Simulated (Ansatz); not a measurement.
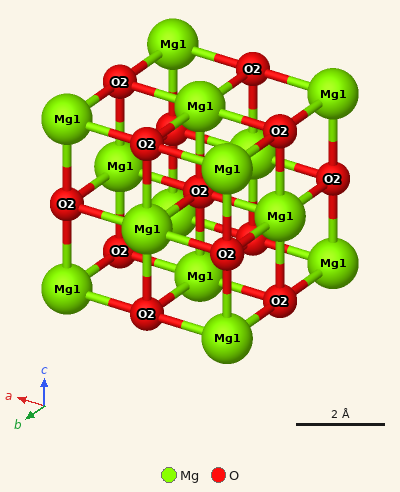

Figure 1. The input geometry of run A (ball-and-stick view of the cell 4 times as large as that of the calculation, set on its symmetry axes, seen at an oblique angle; atoms are numbered from 1 in the order of the input).

## Two runs on MgO

System: MgO (2 atoms in the cell).
Method of run A: DFT, r2SCAN, PAW, plane waves, scalar-relativistic, no spin polarisation (Ansatz 0.2.0).

The structure derives from an entry of the Crystallography Open Database. Text and figures count atoms from 1; the logs count them from 0 in places.

## The input, run A
```yaml
crystal:
  lattice:
    - [0.0, 2.1905, 2.1905]
    - [2.1905, 0.0, 2.1905]
    - [2.1905, 2.1905, 0.0]
  atoms:
    - { symbol: Mg, position: [0.0, 0.0, 0.0] }
    - { symbol: O, position: [0.5, 0.5, 0.5] }
hamiltonian:
  xc: r2scan
  pseudopotentials: { kind: paw }
basis:
  ecutwfc: 500
kpoints:
  mp_grid: { grid: [8, 8, 8] }
scf:
  occupations: { method: fermi_dirac, width: 0.15 }
  lower_state_search: "off"
  max_iter: 50
output:
  forces: true
  stress: true
```

Launched with:
```bash
ansatz run input.yaml --threads 2 --pin off --max-ram 5120MiB --backend cpu --events-out ev --progress --plain --runs-dir out
```

Hardware: 2 threads of AMD EPYC 7571, 16 GiB of memory available, shared host.

## Output, shortened to warnings, some set-up lines, iterations and results (run A)
```
Basis set: ecut = 500 eV, 531 PW (Γ), exchange–correlation on 96×96×96 points (64 copies of the dense FFT grid, shifted against one another)
Symmetry: 48 space group operations
k-points: 29 of 512
Initial density: superposition of atomic densities (neutral atoms: chi_scale 0, normalization atom), corrected by the library's trained network
[...]
SCF iter   1: F=-2498.192137 eV  HF=-2498.131986 eV  |F-HF|=6.02e-2  |Δ(HF+E_count)|=         —  Δρ=1.02e-2  dr2=1.52e-2  dr2_τ=5.50e-2  ethr=1.77e-3  ⟨swp⟩=5.0  Hψ=2072  …
SCF iter   2: F=-2498.199548 eV  HF=-2498.199732 eV  |F-HF|=1.85e-4  |Δ(HF+E_count)|=   6.77e-2  Δρ=5.18e-3  dr2=1.86e-3  dr2_τ=4.82e-4  ethr=9.53e-5  ⟨swp⟩=2.0  Hψ=1016  …
SCF iter   3: F=-2498.199640 eV  HF=-2498.199823 eV  |F-HF|=1.82e-4  |Δ(HF+E_count)|=   9.01e-5  Δρ=1.46e-3  dr2=4.29e-4  dr2_τ=4.71e-5  ethr=1.16e-5  ⟨swp⟩=2.8  Hψ=692  …
SCF iter   4: F=-2498.199725 eV  HF=-2498.199762 eV  |F-HF|=3.75e-5  |Δ(HF+E_count)|=   6.03e-5  Δρ=6.25e-4  dr2=4.85e-5  dr2_τ=7.02e-6  ethr=2.68e-6  ⟨swp⟩=2.0  Hψ=567  …
SCF iter   5: F=-2498.199751 eV  HF=-2498.199751 eV  |F-HF|=3.27e-8  |Δ(HF+E_count)|=   1.15e-5  Δρ=6.21e-5  dr2=3.51e-7  dr2_τ=6.21e-8  ethr=3.03e-7  ⟨swp⟩=2.0  Hψ=429  …
SCF iter   6: F=-2498.199751 eV  HF=-2498.199751 eV  |F-HF|=2.22e-10  |Δ(HF+E_count)|=   1.80e-7  Δρ=7.00e-6  dr2=2.44e-9  dr2_τ=1.09e-9  ethr=6.25e-10  ⟨swp⟩=4.3  Hψ=1056  …
SCF 1 converged in 6 iterations: F = -2498.199751 eV  dr2 = 2.44e-9
SCF converged after 6 iterations
Free energy (F): -2498.199751 eV
Harris-Foulkes:  -2498.199751 eV  (|F-HF|=2.22e-10)
Internal energy: -2498.199751 eV  (E = F + TS)
E sigma→0 (E₀):  -2498.199751 eV
Entropy (-TS):   -0.000000 eV (-0.000 meV/atom)
Fermi energy:    8.881436 eV
--- Per-component energies (eV) ---
  E_band       = -335.805445
  E_kinetic    = 253.299563
  E_local      = -1678.387076  (includes V_loc(G=0)·N_el)
  E_nonlocal   = 142.349402
  E_hartree    = 582.547242
  E_xc         = -102.129773
  E_vxc        = -147.597134  (∫ρ·V_xc dr)
  E_paw        = -456.175199  (= ΣΔE_a)
  E_vpaw       = -80.278531  (= ΣTr[D̂ρ^β])
  E_aug_tail   = 0.000997  (compensation charges beyond the density's cutoff)
  E_vtau       = 9.713751  (kinetic-family band-sum trace: ∫τ·v_τ [+ j·A + Jᵃ·Aᵃ] dr)
  E_ewald      = -1239.646758
  E_core_change = -0.058149  (= ΣΔE_core)
  E_smearing   = -0.000000  (= −TS)
  E_closure    = 0.000000  (closes the sum)
  Σ components = -2498.199751   (vs F -2498.199751, Δ=0.00e0)
--- Forces (eV/Å), atoms counted from 1 ---
  atom   1  Mg    -0.00000000     0.00000000    -0.00000000
  atom   2  O      0.00000000    -0.00000000     0.00000000
  max |Σ_I F_I| component: 1.50e-29 eV/Å
--- Stress (GPa, compression-positive) ---
      -16.000154       0.000000       0.000000
       -0.000000     -16.000154       0.000000
        0.000000      -0.000000     -16.000154
  P = ⅓ Tr σ = -16.0002 GPa (-160.002 kbar)
```

The input of run B differs as follows (lines with − go, lines with + come):
```diff
-  occupations: { method: fermi_dirac, width: 0.15 }
+  occupations: { method: fixed }
```

How does run B compare with run A?

The energy doesn't change within 0.01 meV per atom. The number of SCF iterations is the same.

## Output, shortened to warnings, some set-up lines, iterations and results (run B)
```
Basis set: ecut = 500 eV, 531 PW (Γ), exchange–correlation on 96×96×96 points (64 copies of the dense FFT grid, shifted against one another)
Symmetry: 48 space group operations
k-points: 29 of 512
Initial density: superposition of atomic densities (neutral atoms: chi_scale 0, normalization atom), corrected by the library's trained network
[...]
SCF iter   1: F=-2498.192534 eV  HF=-2498.132312 eV  |F-HF|=6.02e-2  |Δ(HF+E_count)|=         —  Δρ=1.02e-2  dr2=1.51e-2  dr2_τ=5.49e-2  ethr=1.77e-3  ⟨swp⟩=4.6  Hψ=1953  …
SCF iter   2: F=-2498.199562 eV  HF=-2498.199727 eV  |F-HF|=1.65e-4  |Δ(HF+E_count)|=   6.74e-2  Δρ=5.13e-3  dr2=1.84e-3  dr2_τ=4.65e-4  ethr=9.44e-5  ⟨swp⟩=2.3  Hψ=974  …
SCF iter   3: F=-2498.199646 eV  HF=-2498.199819 eV  |F-HF|=1.72e-4  |Δ(HF+E_count)|=   9.18e-5  Δρ=1.43e-3  dr2=4.10e-4  dr2_τ=4.51e-5  ethr=1.15e-5  ⟨swp⟩=3.0  Hψ=755  …
SCF iter   4: F=-2498.199725 eV  HF=-2498.199764 eV  |F-HF|=3.85e-5  |Δ(HF+E_count)|=   5.50e-5  Δρ=6.25e-4  dr2=4.94e-5  dr2_τ=7.05e-6  ethr=2.56e-6  ⟨swp⟩=2.0  Hψ=627  …
SCF iter   5: F=-2498.199751 eV  HF=-2498.199751 eV  |F-HF|=2.67e-8  |Δ(HF+E_count)|=   1.28e-5  Δρ=6.15e-5  dr2=3.47e-7  dr2_τ=6.13e-8  ethr=3.09e-7  ⟨swp⟩=2.0  Hψ=437  …
SCF iter   6: F=-2498.199751 eV  HF=-2498.199751 eV  |F-HF|=3.47e-10  |Δ(HF+E_count)|=   1.76e-7  Δρ=6.75e-6  dr2=2.34e-9  dr2_τ=1.01e-9  ethr=6.25e-10  ⟨swp⟩=4.3  Hψ=1056  …
SCF 1 converged in 6 iterations: F = -2498.199751 eV  dr2 = 2.34e-9
SCF converged after 6 iterations
Free energy (F): -2498.199751 eV
Harris-Foulkes:  -2498.199751 eV  (|F-HF|=3.47e-10)
Internal energy: -2498.199751 eV  (E = F + TS)
E sigma→0 (E₀):  -2498.199751 eV
Fermi energy:    6.362435 eV
--- Per-component energies (eV) ---
  E_band       = -335.805408
  E_kinetic    = 253.299522
  E_local      = -1678.386969  (includes V_loc(G=0)·N_el)
  E_nonlocal   = 142.349376
  E_hartree    = 582.547178
  E_xc         = -102.129769
  E_vxc        = -147.597126  (∫ρ·V_xc dr)
  E_paw        = -456.175180  (= ΣΔE_a)
  E_vpaw       = -80.278504  (= ΣTr[D̂ρ^β])
  E_aug_tail   = 0.000997  (compensation charges beyond the density's cutoff)
  E_vtau       = 9.713750  (kinetic-family band-sum trace: ∫τ·v_τ [+ j·A + Jᵃ·Aᵃ] dr)
  E_ewald      = -1239.646758
  E_core_change = -0.058149  (= ΣΔE_core)
  E_smearing   = -0.000000  (= −TS)
  E_closure    = 0.000000  (closes the sum)
  Σ components = -2498.199751   (vs F -2498.199751, Δ=0.00e0)
--- Forces (eV/Å), atoms counted from 1 ---
  atom   1  Mg    -0.00000000     0.00000000    -0.00000000
  atom   2  O      0.00000000    -0.00000000    -0.00000000
  max |Σ_I F_I| component: 1.73e-29 eV/Å
--- Stress (GPa, compression-positive) ---
      -16.000133       0.000000       0.000000
        0.000000     -16.000133      -0.000000
       -0.000000      -0.000000     -16.000133
  P = ⅓ Tr σ = -16.0001 GPa (-160.001 kbar)
```

## The two runs side by side

```csv
quantity,run A,run B
outcome,converged,converged
free energy per atom (eV),−1249.0999,−1249.0999
pressure (GPa),−16.00,−16.00
largest force (eV/Å),0.000,0.000
SCF iterations,6,6
irreducible k-points,29,29
plane waves at Γ,531,531
wall time (shared host),1.8 s,1.8 s
```

For both runs: The cell is under a tension of 16.0 GPa at this level, so it is not at its equilibrium volume.
